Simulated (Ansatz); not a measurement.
**Geometry relaxation of Ta3N4 (part 1 of 2)**

Ta3N4 (P-43m, 7 atoms in the cell), computed with DFT PBE, scalar-relativistic, plane waves, PAW, no spin polarisation (Ansatz 0.2.0).

The structure was made by a generator, so it may or may not be a known phase.

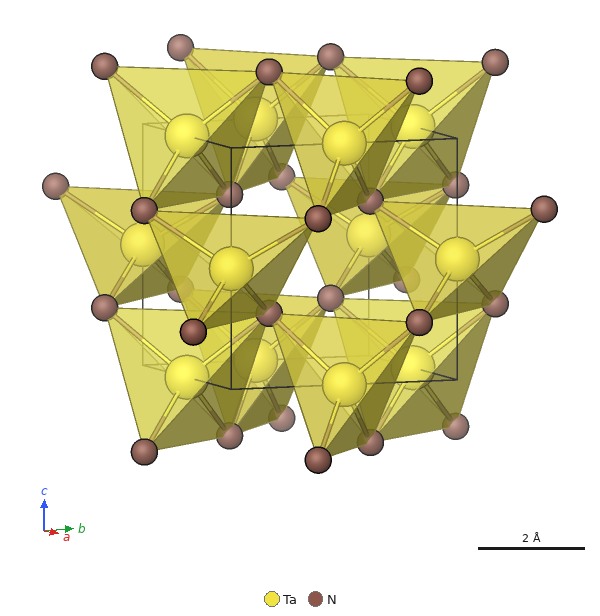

Figure 1. The input geometry (polyhedral view of the cell of the calculation, seen slightly off an axis; polyhedra are completed across the faces of the cell).

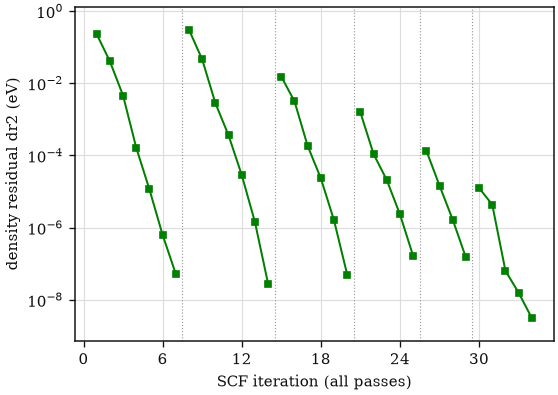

Figure 2. Convergence of the self-consistent field: density residual dr2 against the SCF iteration. The dotted lines part the SCF passes of the relaxation: geometry steps, rejected trials and re-solves on a re-selected basis. The 6 passes take 4 to 7 iterations each, 34 in all.

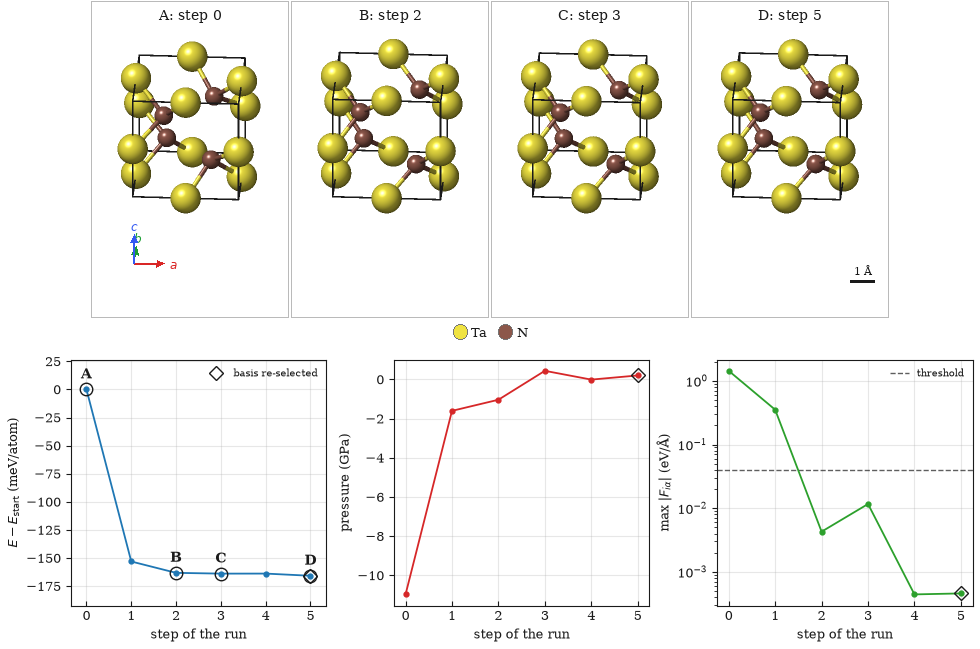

Figure 3. Frames of the relaxation (ball-and-stick view of the cell of the calculation, seen at an oblique angle) above the curves, on which the letters mark them (the first geometry is step 0 here and step 1 in the log).

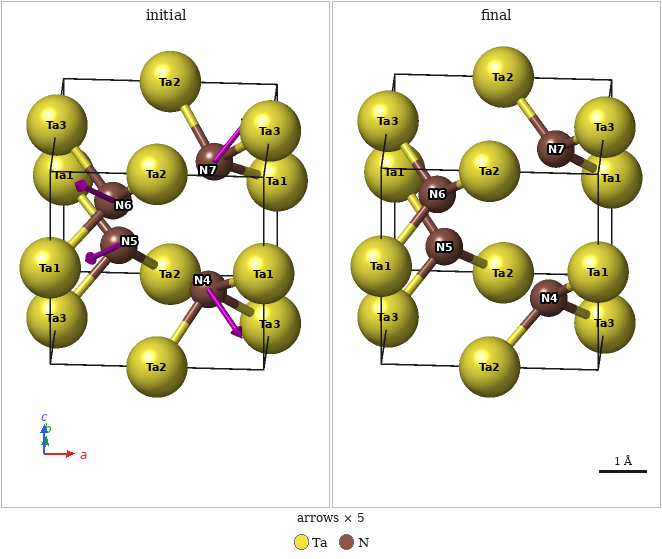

Figure 4. Before (left) and after (right) the relaxation, at one scale (ball-and-stick view of the cell of the calculation, seen at an oblique angle). The pink arrows give the displacements (without the part carried along by the change of the cell), magnified 5 times. Over 4 geometry steps the energy falls by 164 meV per atom. The largest force component goes from 1.4 to 0.00046 eV/Å. The pressure goes from −10.97 to 0.21 GPa. The largest moves relative to the cell, 0.27 Å, are those of N4, N5, N6 and N7. Ta stays in place. The volume changes by +4.9 %, with a = b = c 4.611 → 4.685 Å (+1.6 %). Among the contacts that change: Ta1–N4 2.076 → 2.010 Å. Among the angles that change: N4–Ta1–N5 120.4° → 106.4°, Ta1–N7–Ta2 103.5° → 111.0°, N4–Ta1–N6 104.3° → 111.1°. The space group stays P-43m (No. 215). A last SCF at the same geometry on a re-selected plane-wave basis shifts the energy by −1.9 meV per atom. (Atoms are counted from 1 in the order of the input.)

The input and output of the run follow.

Input file:
```yaml
crystal:
  lattice:
    - [4.61143606, 0.0, 0.0]
    - [0.0, 4.61143606, 0.0]
    - [0.0, 0.0, 4.61143606]
  atoms:
    - { symbol: Ta, position: [0.0, 0.0, 0.5] }
    - { symbol: Ta, position: [0.5, 0.0, 0.0] }
    - { symbol: Ta, position: [0.0, 0.5, 0.0] }
    - { symbol: "N", position: [0.72377767, 0.27622233, 0.27622233] }
    - { symbol: "N", position: [0.27622233, 0.72377767, 0.27622233] }
    - { symbol: "N", position: [0.27622233, 0.27622233, 0.72377767] }
    - { symbol: "N", position: [0.72377767, 0.72377767, 0.72377767] }
basis:
  ecutwfc: 420
kpoints:
  mp_grid: { grid: [4, 4, 4] }
hamiltonian:
  xc: pbe
scf:
  occupations: { method: gaussian, width: 0.1 }
  lower_state_search: "off"
output:
  forces: true
  stress: true
  eigenvalues: true
relax:
  adjacent_minimum: "off"
  f_tol: 0.04
  max_steps: 70
  cell: { stress_tol: 0.4 }
```

Launch command:
```bash
ansatz run input.yaml --threads 1 --pin off --max-ram 2048MiB --backend cpu --events-out ev --progress --plain --runs-dir out
```

The program's output:
```
Engine: ansatz 0.2.0, x86_64-unknown-linux-gnu
Pseudopotentials: kind: paw
Pseudopotential: Ta, paw, valence charge 13, recommended cutoff 420 eV (normal), Ta.paw.azcp
Pseudopotential: N, paw, valence charge 5, recommended cutoff 420 eV (normal), N.paw.azcp
Functional definition: PBE
  parameter kappa = 0.804
  parameter beta = 0.06672455060314922
  exchange = pbe_x(kappa = kappa, mu = beta*pi^2/3)
  correlation = pbe_c(beta = beta)
Crystal: 7 atoms, lattice volume = 98.064 Å³
Basis set: ecut = 420 eV, 1935 PW (Γ), exchange–correlation on 64×64×64 points (8 copies of the dense FFT grid, shifted against one another)
Bands: 37, of which v1, the nominal top of the filled ones, is band 30 counted from 1 (29 counted from 0)
Symmetry: 24 space group operations
Space group: P-43m (ITA 215), of the structure as read, at distance tolerance 4.6e-5 Å
k-points: 10 of 64 (time reversal used)
Non-local potential: Ta, projectors of the file, l = 0: 3, l = 1: 2, l = 2: 2, l = 3: 1
Non-local potential: N, projectors of the file, l = 0: 2, l = 1: 2, l = 2: 1
PAW form: soft (Blöchl's): semilocal exchange-correlation on the pseudo side does not see the compensation charge
PAW one-centre angular grid: Ta, 590 points (default); XC on 64 Gauss nodes
PAW one-centre angular grid: N, 110 points (default); XC on 64 Gauss nodes
Initial density: superposition of atomic densities (neutral atoms: chi_scale 0, normalization atom), corrected by the library's trained network
Initial wavefunctions: pseudopotential atomic-orbital guess
Functional: x = pbe(κ = 0.804, μ = 0.2195149727645171), c = pbe(β = 0.06672455060314922)
SCF iter   1: F=—  HF=-31335.936060 eV  |F-HF|=—  |Δ(HF+E_count)|=         —  Δρ=1.36e-2  dr2=2.29e-1  ethr=1.77e-3  ⟨swp⟩=5.8  Hψ=1501  notcnv=0
preconditioner: auto → Resta (q_TF=auto, 2.507 Å⁻¹)  ε∞=8.4  [insulator: Δε(μ)=0.169 eV  Ē_g=8.143 eV  σ=0.100 eV  W_gap=0.57  n_scr=26 (ndim 8)  ℏωp=22.2 eV  f_vac=0.000  D(μ)=1.58/eV (n_scr^D=6)  ε∞_Penn≈8.4]
SCF iter   2: F=—  HF=-31335.902542 eV  |F-HF|=—  |Δ(HF+E_count)|=   3.35e-2  Δρ=5.80e-3  dr2=4.04e-2  ethr=3.88e-4  ⟨swp⟩=1.0  Hψ=450  notcnv=0  defer=2
preconditioner: auto → Kerker (q_TF=auto, 2.507 Å⁻¹)  [metal: Δε(μ)=0.021 eV  Ē_g=8.187 eV  σ=0.100 eV  W_gap=0.12  n_scr=26 (ndim 8)  ℏωp=22.2 eV  f_vac=0.000  D(μ)=1.48/eV (n_scr^D=6)]
SCF iter   3: F=—  HF=-31335.896673 eV  |F-HF|=—  |Δ(HF+E_count)|=   5.87e-3  Δρ=1.89e-3  dr2=4.55e-3  ethr=6.86e-5  ⟨swp⟩=2.1  Hψ=511  notcnv=0  defer=2
SCF iter   4: F=—  HF=-31335.896276 eV  |F-HF|=—  |Δ(HF+E_count)|=   3.96e-4  Δρ=4.02e-4  dr2=1.63e-4  ethr=7.71e-6  ⟨swp⟩=2.0  Hψ=501  notcnv=0  defer=2
SCF iter   5: F=—  HF=-31335.896313 eV  |F-HF|=—  |Δ(HF+E_count)|=   3.63e-5  Δρ=9.26e-5  dr2=1.14e-5  ethr=2.76e-7  ⟨swp⟩=2.0  Hψ=474  notcnv=0  defer=2
SCF iter   6: F=—  HF=-31335.896379 eV  |F-HF|=—  |Δ(HF+E_count)|=   6.61e-5  Δρ=2.05e-5  dr2=6.25e-7  ethr=1.93e-8  ⟨swp⟩=2.0  Hψ=506  notcnv=0  defer=2
SCF iter   7: F=-31335.896379 eV  HF=-31335.896379 eV  |F-HF|=2.23e-9  |Δ(HF+E_count)|=   2.91e-7  Δρ=5.79e-6  dr2=5.19e-8  ethr=1.69e-10  ⟨swp⟩=10.2  Hψ=1550  notcnv=0
SCF 1 converged in 7 iterations: F = -31335.896379 eV  dr2 = 5.19e-8
  greatest PAW one-centre occupation: 0.999 electrons in one spin orbital (limit 2), on the Ta atom at site 0 (counted from 0), in its partial waves of l = 0
relax step   1: F+E_penalty+E_count = -31335.89637913 eV  Δ(F+E_penalty+E_count) = +0.000e0 eV  max|allowed force component| = 1.439e0 eV/Å  Δτ_max = 0.0000 Å  P = -10.969 GPa  Ω = 98.064 Å³  (7 SCF iters, dr2 threshold 1.00e-7 eV, accepted)
Crystal: 7 atoms, lattice volume = 100.964 Å³
Initial density: handed on by an earlier stage of this run
Initial wavefunctions: those handed on with the density
iter 1 solved again at ethr=4.94e-4 eV; its pass at ethr=3.10e-3 eV (dr2=2.92e-1 eV) is discarded
SCF iter   1: F=—  HF=-31337.016869 eV  |F-HF|=—  |Δ(HF+E_count)|=         —  Δρ=2.01e-2  dr2=3.03e-1  ethr=4.94e-4  ⟨swp⟩=1.0  Hψ=2113  notcnv=0
preconditioner: auto → LDOS  [metal: Δε(μ)=0.040 eV  Ē_g=8.692 eV  σ=0.100 eV  W_gap=0.22  n_scr=26 (ndim 8)  ℏωp=21.9 eV  f_vac=0.018  D(μ)=7.90/eV (n_scr^D=80)  β→1.0]
SCF iter   2: F=—  HF=-31336.975405 eV  |F-HF|=—  |Δ(HF+E_count)|=   4.15e-2  Δρ=8.63e-3  dr2=4.57e-2  ethr=4.94e-4  ⟨swp⟩=2.1  Hψ=619  notcnv=0
SCF iter   3: F=—  HF=-31336.967039 eV  |F-HF|=—  |Δ(HF+E_count)|=   8.37e-3  Δρ=1.66e-3  dr2=2.82e-3  ethr=7.75e-5  ⟨swp⟩=2.0  Hψ=634  notcnv=0  defer=2
SCF iter   4: F=—  HF=-31336.967448 eV  |F-HF|=—  |Δ(HF+E_count)|=   4.09e-4  Δρ=6.11e-4  dr2=3.60e-4  ethr=4.77e-6  ⟨swp⟩=2.2  Hψ=526  notcnv=0  defer=2
SCF iter   5: F=—  HF=-31336.967659 eV  |F-HF|=—  |Δ(HF+E_count)|=   2.11e-4  Δρ=2.10e-4  dr2=2.87e-5  ethr=6.10e-7  ⟨swp⟩=2.0  Hψ=507  notcnv=0  defer=2
SCF iter   6: F=—  HF=-31336.967677 eV  |F-HF|=—  |Δ(HF+E_count)|=   1.74e-5  Δρ=5.06e-5  dr2=1.43e-6  ethr=4.86e-8  ⟨swp⟩=2.0  Hψ=535  notcnv=0  defer=2
SCF iter   7: F=-31336.967679 eV  HF=-31336.967679 eV  |F-HF|=5.02e-8  |Δ(HF+E_count)|=   2.66e-6  Δρ=6.99e-6  dr2=2.78e-8  ethr=1.19e-9  ⟨swp⟩=7.2  Hψ=1508  notcnv=0
SCF 2 converged in 7 iterations: F = -31336.967679 eV  dr2 = 2.78e-8
  greatest PAW one-centre occupation: 0.999 electrons in one spin orbital (limit 2), on the Ta atom at site 2 (counted from 0), in its partial waves of l = 0
relax step   2: F+E_penalty+E_count = -31336.96767939 eV  Δ(F+E_penalty+E_count) = -1.071e0 eV  max|allowed force component| = 3.526e-1 eV/Å  Δτ_max = 0.1948 Å  P = -1.601 GPa  Ω = 100.964 Å³  energy of the carried Pulay correction = -6.872e-3 eV  (7 SCF iters, dr2 threshold 7.00e-7 eV, accepted)
Crystal: 7 atoms, lattice volume = 103.673 Å³
Basis set: ecut = 420 eV, 2007 PW (Γ), exchange–correlation on 64×64×64 points (8 copies of the dense FFT grid, shifted against one another)
iter 1 solved again at ethr=2.42e-5 eV; its pass at ethr=3.10e-3 eV (dr2=1.43e-2 eV) is discarded
SCF iter   1: F=—  HF=-31337.038638 eV  |F-HF|=—  |Δ(HF+E_count)|=         —  Δρ=5.30e-3  dr2=1.52e-2  ethr=2.42e-5  ⟨swp⟩=1.9  Hψ=2037  notcnv=0
preconditioner: auto → LDOS  [metal: Δε(μ)=0.095 eV  Ē_g=8.607 eV  σ=0.100 eV  W_gap=0.49  n_scr=26 (ndim 8)  ℏωp=21.6 eV  f_vac=0.021  D(μ)=8.57/eV (n_scr^D=92)  β→1.0]
SCF iter   2: F=—  HF=-31337.038911 eV  |F-HF|=—  |Δ(HF+E_count)|=   2.74e-4  Δρ=1.94e-3  dr2=3.17e-3  ethr=2.42e-5  ⟨swp⟩=2.0  Hψ=553  notcnv=0
SCF iter   3: F=—  HF=-31337.038210 eV  |F-HF|=—  |Δ(HF+E_count)|=   7.01e-4  Δρ=5.02e-4  dr2=1.83e-4  ethr=5.37e-6  ⟨swp⟩=2.0  Hψ=544  notcnv=0
SCF iter   4: F=—  HF=-31337.038325 eV  |F-HF|=—  |Δ(HF+E_count)|=   1.15e-4  Δρ=1.74e-4  dr2=2.32e-5  ethr=3.11e-7  ⟨swp⟩=2.0  Hψ=538  notcnv=0
SCF iter   5: F=—  HF=-31337.038351 eV  |F-HF|=—  |Δ(HF+E_count)|=   2.60e-5  Δρ=4.35e-5  dr2=1.58e-6  ethr=3.93e-8  ⟨swp⟩=2.0  Hψ=486  notcnv=0
SCF iter   6: F=-31337.038353 eV  HF=-31337.038353 eV  |F-HF|=2.79e-8  |Δ(HF+E_count)|=   1.57e-6  Δρ=8.17e-6  dr2=4.98e-8  ethr=1.19e-9  ⟨swp⟩=6.9  Hψ=1497  notcnv=0
SCF 3 converged in 6 iterations: F = -31337.038353 eV  dr2 = 4.98e-8
relax step   3: F+E_penalty+E_count = -31337.03835268 eV  Δ(F+E_penalty+E_count) = -7.067e-2 eV  max|allowed force component| = 4.277e-3 eV/Å  Δτ_max = 0.0806 Å  P = -1.035 GPa  Ω = 103.673 Å³  energy of the carried Pulay correction = -1.311e-2 eV  (6 SCF iters, dr2 threshold 7.00e-7 eV, accepted)
Crystal: 7 atoms, lattice volume = 102.628 Å³
iter 1 solved again at ethr=2.98e-6 eV; its pass at ethr=3.10e-3 eV (dr2=1.76e-3 eV) is discarded
SCF iter   1: F=—  HF=-31337.043528 eV  |F-HF|=—  |Δ(HF+E_count)|=         —  Δρ=1.26e-3  dr2=1.55e-3  ethr=2.98e-6  ⟨swp⟩=2.0  Hψ=1880  notcnv=0
preconditioner: auto → LDOS  [metal: Δε(μ)=0.088 eV  Ē_g=8.644 eV  σ=0.100 eV  W_gap=0.46  n_scr=26 (ndim 8)  ℏωp=21.7 eV  f_vac=0.019  D(μ)=8.52/eV (n_scr^D=92)  β→1.0]
SCF iter   2: F=—  HF=-31337.043175 eV  |F-HF|=—  |Δ(HF+E_count)|=   3.54e-4  Δρ=4.83e-4  dr2=1.09e-4  ethr=2.62e-6  ⟨swp⟩=2.0  Hψ=546  notcnv=0
SCF iter   3: F=—  HF=-31337.043231 eV  |F-HF|=—  |Δ(HF+E_count)|=   5.63e-5  Δρ=1.31e-4  dr2=2.08e-5  ethr=1.84e-7  ⟨swp⟩=2.0  Hψ=546  notcnv=0
SCF iter   4: F=—  HF=-31337.043231 eV  |F-HF|=—  |Δ(HF+E_count)|=   9.90e-8  Δρ=4.59e-5  dr2=2.32e-6  ethr=3.53e-8  ⟨swp⟩=2.0  Hψ=543  notcnv=0
SCF iter   5: F=-31337.043231 eV  HF=-31337.043231 eV  |F-HF|=9.84e-8  |Δ(HF+E_count)|=   2.06e-7  Δρ=1.14e-5  dr2=1.64e-7  ethr=1.19e-9  ⟨swp⟩=6.4  Hψ=1487  notcnv=0
SCF 4 converged in 5 iterations: F = -31337.043231 eV  dr2 = 1.64e-7
relax step   4: F+E_penalty+E_count = -31337.04323130 eV  Δ(F+E_penalty+E_count) = -4.879e-3 eV  max|allowed force component| = 1.163e-2 eV/Å  Δτ_max = 0.0095 Å  P = +0.442 GPa  Ω = 102.628 Å³  energy of the carried Pulay correction = -1.073e-2 eV  (5 SCF iters, dr2 threshold 7.00e-7 eV, accepted)
Crystal: 7 atoms, lattice volume = 102.857 Å³
iter 1 solved again at ethr=2.55e-7 eV; its pass at ethr=3.10e-3 eV (dr2=1.50e-4 eV) is discarded
```
